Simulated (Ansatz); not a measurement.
# HfO2: geometry relaxation (part 1 of 2)

System: HfO2 (12 atoms in the cell).
Method: DFT r2SCAN, scalar-relativistic, plane waves, PAW, no spin polarisation (Ansatz 0.2.0).

The structure derives from a Materials Project entry. It belongs to a series of runs on one base structure; here: volume × 0.97, shape and atoms relaxed. Figures and captions count atoms from 1; the log counts them from 0 in places.

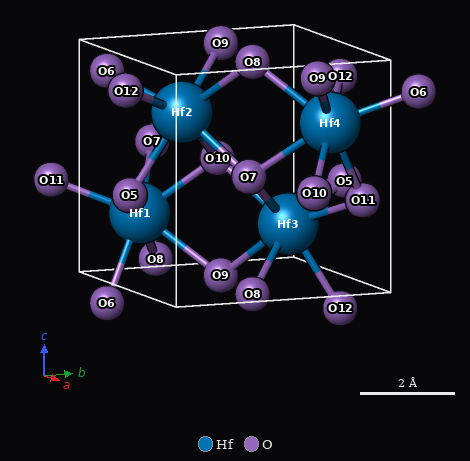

The input geometry (ball-and-stick view of the cell of the calculation, seen slightly off an axis; bonded neighbours outside the cell are drawn too; atoms are numbered from 1 in the order of the input). An atom can appear more than once, as a periodic image. Near neighbours in the periodic cell (some may lie outside the picture): Hf has 7 O at 2.01 to 2.22 Å; O has 3 Hf at 2.01 to 2.12 Å; O has 4 Hf at 2.10 to 2.22 Å.

Input file
```yaml
crystal:
  lattice:
    - [5.193701479, 0.0, 0.0]
    - [0.0, 4.9797076819, 0.0]
    - [0.0, 0.0, 5.0083398361]
  atoms:
    - { symbol: Hf, position: [0.0325044408, 0.2670267592, 0.241078118] }
    - { symbol: Hf, position: [0.4674955592, 0.2670267592, 0.741078118] }
    - { symbol: Hf, position: [0.5325044408, 0.7329732408, 0.241078118] }
    - { symbol: Hf, position: [0.9674955592, 0.7329732408, 0.741078118] }
    - { symbol: O, position: [0.367045737, 0.0700103575, 0.3807661322] }
    - { symbol: O, position: [0.132954263, 0.0700103575, 0.8807661322] }
    - { symbol: O, position: [0.7321661104, 0.4611157998, 0.4911557498] }
    - { symbol: O, position: [0.7678338896, 0.4611157998, 0.9911557498] }
    - { symbol: O, position: [0.2678338896, 0.5388842002, 0.9911557498] }
    - { symbol: O, position: [0.2321661104, 0.5388842002, 0.4911557498] }
    - { symbol: O, position: [0.867045737, 0.9299896425, 0.3807661322] }
    - { symbol: O, position: [0.632954263, 0.9299896425, 0.8807661322] }
basis:
  ecutwfc: 500
kpoints:
  mp_grid: { grid: [6, 6, 6] }
hamiltonian:
  xc: r2scan
scf:
  occupations: { method: gaussian, width: 0.02 }
output:
  forces: true
  stress: true
  eigenvalues: true
relax:
  adjacent_minimum: "off"
  f_tol: 0.01
  max_steps: 30
  cell: { stress_tol: 0.1, fix: [volume] }
```

Launch command:
```bash
ansatz run input.yaml --threads 4 --pin off --max-ram 10240MiB --backend cpu --events-out ev --progress --plain --runs-dir out
```

Log
```
Engine: ansatz 0.2.0, x86_64-unknown-linux-gnu
Pseudopotentials: kind: paw
Pseudopotential: Hf, paw, valence charge 26, recommended cutoff 500 eV (meta_gga), Hf.paw.azcp
Pseudopotential: O, paw, valence charge 6, recommended cutoff 500 eV (meta_gga), O.paw.azcp
Functional definition: r2SCAN
  parameter k0 = 0.174
  parameter k1 = 0.065
  parameter a1 = 4.9479
  exchange = r2scan_x(k0 = k0, k1 = k1, a1 = a1)
  correlation = r2scan_c
Crystal: 12 atoms, lattice volume = 129.531 Å³
Basis set: ecut = 500 eV, 3271 PW (Γ), exchange–correlation on 160×160×160 points (64 copies of the dense FFT grid, shifted against one another)
Bands: 92, of which v1, the nominal top of the filled ones, is band 76 counted from 1 (75 counted from 0)
Symmetry: 4 space group operations
Space group: Pca21 (ITA 29), of the structure as read, at distance tolerance 5.1e-5 Å
k-points: 64 of 216 (time reversal used)
Non-local potential: Hf, projectors of the file, l = 0: 3, l = 1: 2, l = 2: 2, l = 3: 3
Non-local potential: O, projectors of the file, l = 0: 2, l = 1: 2, l = 2: 1
PAW form: soft (Blöchl's): semilocal exchange-correlation on the pseudo side does not see the compensation charge
PAW frozen core: Hf, regenerated for the run's functional (the file was generated under x = pbe(κ = 0.804, μ = 0.2195149727645171), c = pbe(β = 0.06672455060314922))
PAW frozen core: O, regenerated for the run's functional (the file was generated under x = pbe(κ = 0.804, μ = 0.2195149727645171), c = pbe(β = 0.06672455060314922))
PAW one-centre angular grid: Hf, 974 points (default); XC on 160 Gauss nodes
PAW one-centre angular grid: O, 302 points (default); XC on 160 Gauss nodes
Initial density: superposition of atomic densities (neutral atoms: chi_scale 0, normalization atom), corrected by the library's trained network
Initial wavefunctions: pseudopotential atomic-orbital guess
Functional: x = r2scan, c = r2scan; τ floored in thin density (d = 2e-4 eV/Å³)
SCF iter   1: F=—  HF=-67505.166270 eV  |F-HF|=—  |Δ(HF+E_count)|=         —  Δρ=1.14e-2  dr2=1.37e-1  dr2_τ=8.75e-1  ethr=1.77e-3  ⟨swp⟩=6.0  Hψ=18308  notcnv=0  defer=234
preconditioner: auto → Resta (q_TF=auto, 2.802 Å⁻¹)  ε∞=5.1  [insulator: Δε(μ)=5.244 eV  Ē_g=19.384 eV  σ=0.020 eV  W_gap=1.00  n_scr=48 (ndim 8)  ℏωp=39.2 eV  f_vac=0.037  D(μ)=0.00/eV (n_scr^D=0)  ε∞_Penn≈5.1]
SCF iter   2: F=—  HF=-67505.389029 eV  |F-HF|=—  |Δ(HF+E_count)|=   2.23e-1  Δρ=5.99e-3  dr2=3.61e-2  dr2_τ=5.46e-3  ethr=9.02e-5  ⟨swp⟩=2.0  Hψ=12082  notcnv=0  defer=592
SCF iter   3: F=—  HF=-67505.385106 eV  |F-HF|=—  |Δ(HF+E_count)|=   3.92e-3  Δρ=3.69e-3  dr2=7.68e-3  dr2_τ=1.77e-3  ethr=2.38e-5  ⟨swp⟩=2.0  Hψ=9056  notcnv=0  defer=592
SCF iter   4: F=—  HF=-67505.384995 eV  |F-HF|=—  |Δ(HF+E_count)|=   1.11e-4  Δρ=1.01e-3  dr2=8.62e-4  dr2_τ=1.60e-4  ethr=5.05e-6  ⟨swp⟩=2.0  Hψ=9046  notcnv=0  defer=592
SCF iter   5: F=—  HF=-67505.385051 eV  |F-HF|=—  |Δ(HF+E_count)|=   5.53e-5  Δρ=2.16e-4  dr2=3.22e-5  dr2_τ=7.10e-6  ethr=5.67e-7  ⟨swp⟩=2.0  Hψ=9606  notcnv=0  defer=592
SCF iter   6: F=—  HF=-67505.385086 eV  |F-HF|=—  |Δ(HF+E_count)|=   3.57e-5  Δρ=8.28e-5  dr2=7.35e-6  dr2_τ=1.31e-6  ethr=2.12e-8  ⟨swp⟩=2.0  Hψ=9150  notcnv=0  defer=592
SCF iter   7: F=—  HF=-67505.385088 eV  |F-HF|=—  |Δ(HF+E_count)|=   1.43e-6  Δρ=1.71e-5  dr2=2.57e-7  dr2_τ=3.53e-8  ethr=4.84e-9  ⟨swp⟩=2.0  Hψ=9136  notcnv=0  defer=592
SCF iter   8: F=-67505.385088 eV  HF=-67505.385088 eV  |F-HF|=2.50e-9  |Δ(HF+E_count)|=   1.51e-7  Δρ=4.41e-6  dr2=2.23e-8  dr2_τ=2.21e-9  ethr=6.58e-11  ⟨swp⟩=10.1  Hψ=25395  notcnv=0
SCF 1 converged in 8 iterations: F = -67505.385088 eV  dr2 = 2.23e-8
  greatest PAW one-centre occupation: 0.999 electrons in one spin orbital (limit 2), on the Hf atom at site 3 (counted from 0), in its partial waves of l = 3
relax step   1: F+E_penalty+E_count = -67505.38508781 eV  Δ(F+E_penalty+E_count) = +0.000e0 eV  max|allowed force component| = 9.664e-2 eV/Å  Δτ_max = 0.0000 Å  P = +8.551 GPa  Ω = 129.531 Å³  fix = [volume]  reactions: volume +8.551 GPa  (8 SCF iters, dr2 threshold 1.00e-7 eV, accepted)
Initial density: handed on by an earlier stage of this run
Initial wavefunctions: those handed on with the density
iter 1 solved again at ethr=1.13e-6 eV; its pass at ethr=3.10e-3 eV (dr2=1.72e-3 eV) is discarded
SCF iter   1: F=—  HF=-67505.388759 eV  |F-HF|=—  |Δ(HF+E_count)|=         —  Δρ=1.80e-3  dr2=1.71e-3  dr2_τ=4.35e-2  ethr=1.13e-6  ⟨swp⟩=2.4  Hψ=20854  notcnv=0
preconditioner: auto → Resta (q_TF=auto, 2.802 Å⁻¹)  ε∞=5.2  [insulator: Δε(μ)=5.044 eV  Ē_g=19.202 eV  σ=0.020 eV  W_gap=1.00  n_scr=48 (ndim 8)  ℏωp=39.2 eV  f_vac=0.040  D(μ)=0.00/eV (n_scr^D=0)  ε∞_Penn≈5.2]
SCF iter   2: F=—  HF=-67505.391532 eV  |F-HF|=—  |Δ(HF+E_count)|=   2.77e-3  Δρ=9.17e-4  dr2=4.71e-4  dr2_τ=6.72e-5  ethr=1.12e-6  ⟨swp⟩=2.0  Hψ=11777  notcnv=0
SCF iter   3: F=—  HF=-67505.391541 eV  |F-HF|=—  |Δ(HF+E_count)|=   9.66e-6  Δρ=2.12e-4  dr2=2.96e-5  dr2_τ=7.00e-6  ethr=3.10e-7  ⟨swp⟩=2.2  Hψ=10517  notcnv=0
SCF iter   4: F=—  HF=-67505.391574 eV  |F-HF|=—  |Δ(HF+E_count)|=   3.23e-5  Δρ=6.69e-5  dr2=3.18e-6  dr2_τ=6.35e-7  ethr=1.95e-8  ⟨swp⟩=2.0  Hψ=10752  notcnv=0
SCF iter   5: F=—  HF=-67505.391575 eV  |F-HF|=—  |Δ(HF+E_count)|=   1.22e-6  Δρ=3.19e-5  dr2=7.79e-7  dr2_τ=1.39e-7  ethr=3.84e-10  ⟨swp⟩=8.0  Hψ=28325  notcnv=0
SCF iter   6: F=-67505.391575 eV  HF=-67505.391575 eV  |F-HF|=6.41e-8  |Δ(HF+E_count)|=   1.12e-7  Δρ=1.40e-5  dr2=1.70e-7  dr2_τ=1.66e-8  ethr=3.84e-10  ⟨swp⟩=5.0  Hψ=24086  notcnv=0
SCF 2 converged in 6 iterations: F = -67505.391575 eV  dr2 = 1.70e-7
  greatest PAW one-centre occupation: 0.999 electrons in one spin orbital (limit 2), on the Hf atom at site 0 (counted from 0), in its partial waves of l = 3
relax step   2: F+E_penalty+E_count = -67505.39157482 eV  Δ(F+E_penalty+E_count) = -6.487e-3 eV  max|allowed force component| = 7.717e-2 eV/Å  Δτ_max = 0.0109 Å  P = +8.182 GPa  Ω = 129.531 Å³  energy of the carried Pulay correction = -1.210e-17 eV  fix = [volume]  reactions: volume +8.182 GPa  (6 SCF iters, dr2 threshold 5.84e-7 eV, accepted)
iter 1 solved again at ethr=4.02e-6 eV; its pass at ethr=3.10e-3 eV (dr2=6.11e-3 eV) is discarded
SCF iter   1: F=—  HF=-67505.392038 eV  |F-HF|=—  |Δ(HF+E_count)|=         —  Δρ=3.41e-3  dr2=6.14e-3  dr2_τ=1.96e-1  ethr=4.02e-6  ⟨swp⟩=3.8  Hψ=21002  notcnv=0
preconditioner: auto → Resta (q_TF=auto, 2.802 Å⁻¹)  ε∞=5.2  [insulator: Δε(μ)=5.049 eV  Ē_g=19.192 eV  σ=0.020 eV  W_gap=1.00  n_scr=48 (ndim 8)  ℏωp=39.2 eV  f_vac=0.038  D(μ)=0.00/eV (n_scr^D=0)  ε∞_Penn≈5.2]
SCF iter   2: F=—  HF=-67505.397837 eV  |F-HF|=—  |Δ(HF+E_count)|=   5.80e-3  Δρ=1.76e-3  dr2=1.97e-3  dr2_τ=2.38e-4  ethr=4.02e-6  ⟨swp⟩=2.0  Hψ=11513  notcnv=0
SCF iter   3: F=—  HF=-67505.397874 eV  |F-HF|=—  |Δ(HF+E_count)|=   3.69e-5  Δρ=4.37e-4  dr2=1.31e-4  dr2_τ=3.41e-5  ethr=1.30e-6  ⟨swp⟩=2.0  Hψ=8472  notcnv=0
SCF iter   4: F=—  HF=-67505.398015 eV  |F-HF|=—  |Δ(HF+E_count)|=   1.40e-4  Δρ=1.81e-4  dr2=2.26e-5  dr2_τ=5.50e-6  ethr=8.59e-8  ⟨swp⟩=2.0  Hψ=10496  notcnv=0
SCF iter   5: F=—  HF=-67505.398022 eV  |F-HF|=—  |Δ(HF+E_count)|=   7.88e-6  Δρ=9.40e-5  dr2=5.34e-6  dr2_τ=8.51e-7  ethr=1.49e-8  ⟨swp⟩=2.0  Hψ=10496  notcnv=0
SCF iter   6: F=—  HF=-67505.398028 eV  |F-HF|=—  |Δ(HF+E_count)|=   5.26e-6  Δρ=3.23e-5  dr2=8.43e-7  dr2_τ=1.15e-7  ethr=3.52e-9  ⟨swp⟩=2.0  Hψ=10354  notcnv=0
SCF iter   7: F=-67505.398028 eV  HF=-67505.398028 eV  |F-HF|=3.22e-8  |Δ(HF+E_count)|=   2.62e-7  Δρ=8.25e-6  dr2=6.76e-8  dr2_τ=7.26e-9  ethr=2.45e-10  ⟨swp⟩=5.8  Hψ=23856  notcnv=0
SCF 3 converged in 7 iterations: F = -67505.398028 eV  dr2 = 6.76e-8
  greatest PAW one-centre occupation: 0.999 electrons in one spin orbital (limit 2), on the Hf atom at site 2 (counted from 0), in its partial waves of l = 3
relax step   3: F+E_penalty+E_count = -67505.39802797 eV  Δ(F+E_penalty+E_count) = -6.453e-3 eV  max|allowed force component| = 6.078e-2 eV/Å  Δτ_max = 0.0270 Å  P = +7.491 GPa  Ω = 129.531 Å³  energy of the carried Pulay correction = +2.419e-17 eV  fix = [volume]  reactions: volume +7.491 GPa  (7 SCF iters, dr2 threshold 3.72e-7 eV, accepted)
iter 1 solved again at ethr=1.71e-6 eV; its pass at ethr=3.10e-3 eV (dr2=2.61e-3 eV) is discarded
SCF iter   1: F=—  HF=-67505.397974 eV  |F-HF|=—  |Δ(HF+E_count)|=         —  Δρ=2.09e-3  dr2=2.59e-3  dr2_τ=6.69e-2  ethr=1.71e-6  ⟨swp⟩=3.7  Hψ=20945  notcnv=0
preconditioner: auto → Resta (q_TF=auto, 2.802 Å⁻¹)  ε∞=5.2  [insulator: Δε(μ)=5.064 eV  Ē_g=19.190 eV  σ=0.020 eV  W_gap=1.00  n_scr=48 (ndim 8)  ℏωp=39.2 eV  f_vac=0.037  D(μ)=0.00/eV (n_scr^D=0)  ε∞_Penn≈5.2]
SCF iter   2: F=—  HF=-67505.400594 eV  |F-HF|=—  |Δ(HF+E_count)|=   2.62e-3  Δρ=1.11e-3  dr2=8.57e-4  dr2_τ=9.66e-5  ethr=1.71e-6  ⟨swp⟩=2.0  Hψ=11520  notcnv=0
SCF iter   3: F=—  HF=-67505.400580 eV  |F-HF|=—  |Δ(HF+E_count)|=   1.44e-5  Δρ=2.61e-4  dr2=4.45e-5  dr2_τ=1.34e-5  ethr=5.64e-7  ⟨swp⟩=2.0  Hψ=8466  notcnv=0
SCF iter   4: F=—  HF=-67505.400610 eV  |F-HF|=—  |Δ(HF+E_count)|=   2.99e-5  Δρ=1.03e-4  dr2=6.22e-6  dr2_τ=1.21e-6  ethr=2.93e-8  ⟨swp⟩=2.0  Hψ=9728  notcnv=0
SCF iter   5: F=—  HF=-67505.400616 eV  |F-HF|=—  |Δ(HF+E_count)|=   6.43e-6  Δρ=4.47e-5  dr2=1.68e-6  dr2_τ=2.93e-7  ethr=4.09e-9  ⟨swp⟩=2.0  Hψ=9734  notcnv=0
SCF iter   6: F=-67505.400616 eV  HF=-67505.400616 eV  |F-HF|=1.25e-7  |Δ(HF+E_count)|=   8.70e-8  Δρ=1.20e-5  dr2=1.33e-7  dr2_τ=2.16e-8  ethr=1.52e-10  ⟨swp⟩=5.2  Hψ=29135  notcnv=0
SCF 4 converged in 6 iterations: F = -67505.400616 eV  dr2 = 1.33e-7
relax step   4: F+E_penalty+E_count = -67505.40061630 eV  Δ(F+E_penalty+E_count) = -2.588e-3 eV  max|allowed force component| = 1.571e-2 eV/Å  Δτ_max = 0.0131 Å  P = +7.277 GPa  Ω = 129.531 Å³  energy of the carried Pulay correction = +2.419e-17 eV  fix = [volume]  reactions: volume +7.277 GPa  (6 SCF iters, dr2 threshold 2.31e-7 eV, accepted)
iter 1 solved again at ethr=3.29e-8 eV; its pass at ethr=3.10e-3 eV (dr2=5.00e-5 eV) is discarded
SCF iter   1: F=—  HF=-67505.400589 eV  |F-HF|=—  |Δ(HF+E_count)|=         —  Δρ=2.55e-4  dr2=4.72e-5  dr2_τ=6.38e-4  ethr=3.29e-8  ⟨swp⟩=2.7  Hψ=19076  notcnv=0
preconditioner: auto → Resta (q_TF=auto, 2.802 Å⁻¹)  ε∞=5.2  [insulator: Δε(μ)=5.064 eV  Ē_g=19.191 eV  σ=0.020 eV  W_gap=1.00  n_scr=48 (ndim 8)  ℏωp=39.2 eV  f_vac=0.037  D(μ)=0.00/eV (n_scr^D=0)  ε∞_Penn≈5.2]
SCF iter   2: F=—  HF=-67505.400726 eV  |F-HF|=—  |Δ(HF+E_count)|=   1.37e-4  Δρ=1.31e-4  dr2=1.15e-5  dr2_τ=1.22e-6  ethr=3.11e-8  ⟨swp⟩=2.0  Hψ=10752  notcnv=0
SCF iter   3: F=—  HF=-67505.400712 eV  |F-HF|=—  |Δ(HF+E_count)|=   1.44e-5  Δρ=2.54e-5  dr2=4.71e-7  dr2_τ=8.55e-8  ethr=7.58e-9  ⟨swp⟩=2.2  Hψ=9471  notcnv=0
SCF iter   4: F=—  HF=-67505.400712 eV  |F-HF|=—  |Δ(HF+E_count)|=   2.36e-7  Δρ=9.75e-6  dr2=7.23e-8  dr2_τ=1.21e-8  ethr=3.10e-10  ⟨swp⟩=2.0  Hψ=10715  notcnv=0
SCF iter   5: F=—  HF=-67505.400712 eV  |F-HF|=—  |Δ(HF+E_count)|=  6.98e-10  Δρ=4.76e-6  dr2=1.66e-8  dr2_τ=3.07e-9  ethr=1.01e-11  ⟨swp⟩=8.4  Hψ=27503  notcnv=0
SCF iter   6: F=-67505.400712 eV  HF=-67505.400712 eV  |F-HF|=3.06e-10  |Δ(HF+E_count)|=  8.59e-10  Δρ=1.80e-6  dr2=2.51e-9  dr2_τ=3.01e-10  ethr=1.01e-11  ⟨swp⟩=4.0  Hψ=20212  notcnv=0
SCF 5 converged in 6 iterations: F = -67505.400712 eV  dr2 = 2.51e-9
  greatest PAW one-centre occupation: 0.999 electrons in one spin orbital (limit 2), on the Hf atom at site 1 (counted from 0), in its partial waves of l = 3
relax step   5: F+E_penalty+E_count = -67505.40071188 eV  Δ(F+E_penalty+E_count) = -9.558e-5 eV  max|allowed force component| = 1.757e-3 eV/Å  Δτ_max = 0.0011 Å  P = +7.268 GPa  Ω = 129.531 Å³  energy of the carried Pulay correction = +4.839e-17 eV  fix = [volume]  reactions: volume +7.268 GPa  (6 SCF iters, dr2 threshold 1.54e-8 eV, accepted)
Initial wavefunctions: pseudopotential atomic-orbital guess (no wavefunctions were taken with the density)
iter 1 solved again at ethr=5.52e-8 eV; its pass at ethr=3.10e-3 eV (dr2=8.39e-5 eV) is discarded
SCF iter   1: F=—  HF=-67505.400712 eV  |F-HF|=—  |Δ(HF+E_count)|=         —  Δρ=4.04e-6  dr2=4.12e-9  dr2_τ=9.11e-9  ethr=5.52e-8  ⟨swp⟩=4.0  Hψ=36840  notcnv=0
eigensolver tolerance schedule: the retry pair's looser diagonalisation over-reported the residual by 20345.80 of it (diagonalisation noise at 0.57 of the residual, at the tolerance the schedule requests for it); recorded, not acted on — ethr = c·dr2/N_el stays at c = 1.0e-1
SCF iter   2: F=—  HF=-67505.400699 eV  |F-HF|=—  |Δ(HF+E_count)|=   1.28e-5  Δρ=2.24e-6  dr2=1.77e-9  dr2_τ=8.85e-10  ethr=2.71e-12  ⟨swp⟩=3.0  Hψ=15055  notcnv=0
SCF iter   3: F=—  HF=-67505.400699 eV  |F-HF|=—  |Δ(HF+E_count)|=   1.51e-9  Δρ=1.08e-6  dr2=5.38e-10  dr2_τ=2.04e-10  ethr=1.17e-12  ⟨swp⟩=2.7  Hψ=9714  notcnv=0
SCF iter   4: F=-67505.400699 eV  HF=-67505.400699 eV  |F-HF|=5.82e-11  |Δ(HF+E_count)|=  5.82e-10  Δρ=1.74e-7  dr2=3.29e-11  dr2_τ=4.64e-12  ethr=1.00e-12  ⟨swp⟩=4.2  Hψ=20658  notcnv=0
SCF 6 converged in 4 iterations: F = -67505.400699 eV  dr2 = 3.29e-11
relax step   6: F+E_penalty+E_count = -67505.40069911 eV  Δ(F+E_penalty+E_count) = +1.277e-5 eV  max|allowed force component| = 1.739e-3 eV/Å  Δτ_max = 0.0000 Å  P = +7.268 GPa  Ω = 129.531 Å³  fix = [volume]  reactions: volume +7.268 GPa  stress off target by 1.54e-2 GPa on what of the cell is left free  SCF on the basis re-selected at this cell (its energy is not comparable with the rows above)  (4 SCF iters)
```

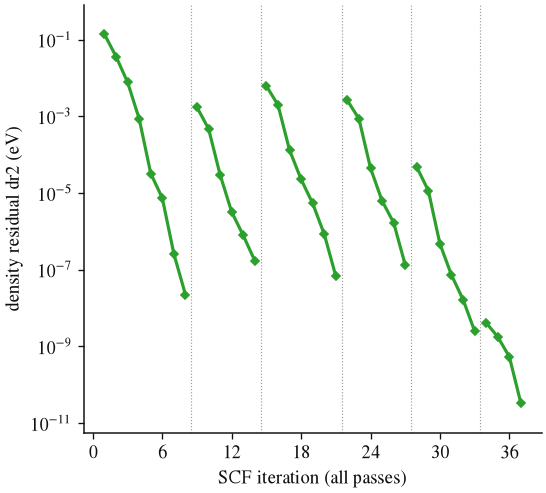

Convergence of the self-consistent field: density residual dr2 against the SCF iteration. The dotted lines part the SCF passes of the relaxation: geometry steps, rejected trials and re-solves on a re-selected basis. The 6 passes take 4 to 8 iterations each, 37 in all.

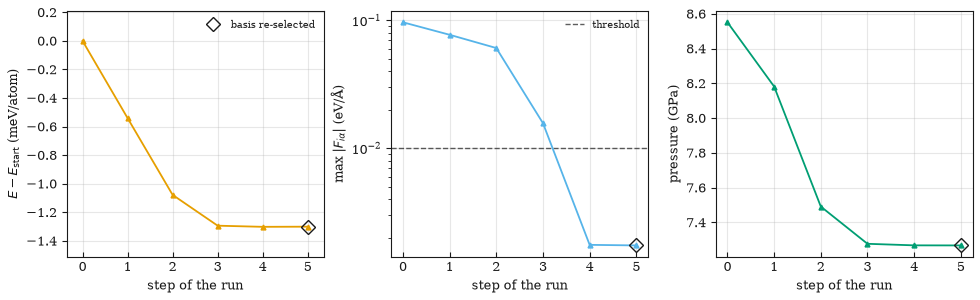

Progress of the relaxation, step by step (the first geometry is step 0 here and step 1 in the log).

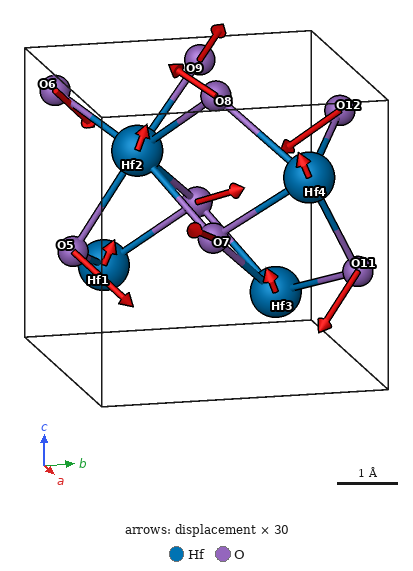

The starting structure with the displacements as red arrows, magnified 30 times (ball-and-stick view of the cell of the calculation, seen slightly off an axis). The largest moves relative to the cell, 0.048 Å, are those of O5, O6, O11 and O12. By element the largest moves are O 0.048 Å, Hf 0.017 Å. The drawn cell changes at constant volume: a 5.194 → 5.195 Å (0.0 %), b 4.980 → 4.984 Å (+0.1 %), c 5.008 → 5.003 Å (−0.1 %). Among the contacts that change: Hf1–O7 2.222 → 2.190 Å, Hf1–O10 2.116 → 2.137 Å, Hf1–O8 2.095 → 2.103 Å, Hf1–O11 2.011 → 2.018 Å. The space group stays Pca2_1 (No. 29). Over 4 geometry steps the energy falls by 1.3 meV per atom. Largest force component: 0.097 eV/Å at the start, 0.0017 eV/Å at the end. The pressure goes from 8.55 to 7.27 GPa. A last SCF at the same geometry on a re-selected plane-wave basis shifts the energy by +0.0 meV per atom. (Atoms are counted from 1 in the order of the input.)
